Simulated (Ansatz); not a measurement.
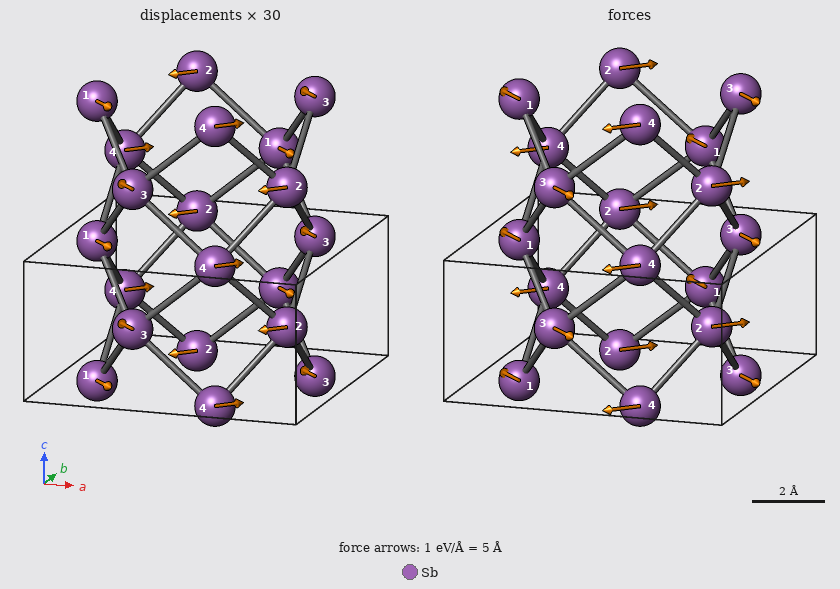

Left: a symmetric starting cell of Sb, with orange arrows for the displacements applied to it (without the part that the change of the cell carries along). Right: the displaced structure with the computed forces. Besides, the cell is strained by +0.7 % along c and +2.2 % across it (volume +5.1 %). A ball-and-stick model of the conventional cell (2 times the calculation's cell), repeated 1 × 1 × 2 with one cell outlined, seen slightly off an axis. Lengths and directions refer to the drawn axes.

Level of theory: DFT PBEsol, scalar-relativistic, plane waves, PAW (Ansatz 0.2.0). Set-up: plane-wave cutoff 420 eV; k-point mesh 12 × 12 × 12; occupations gaussian; smearing width 0.1 eV; no spin polarisation.

Q: Where do the forces point?

A: Atoms are displaced by 0.03 Å relative to the cell: Sb3 0.03 Å along [−1 1 0]. No relaxation follows. The starting cell wasn't computed here and needn't be at equilibrium, so pressure and forces aren't due to the change alone. Among the bonded contacts that change: Sb–Sb 3.170 → 3.253 Å. The space group stays I4/mcm (No. 140). The pressure is −2.8 GPa (not all of it need come from the change, since the unchanged cell can be under pressure at this level too). The principal stresses (compression positive) are −3.1 GPa along c and −2.7 GPa across it. The largest forces, 0.24 eV/Å, act on Sb1, Sb2, Sb3 and Sb4; on Sb2 it points along [1 1 0]. The forces point straight back along the displacements (cosine −1.00).
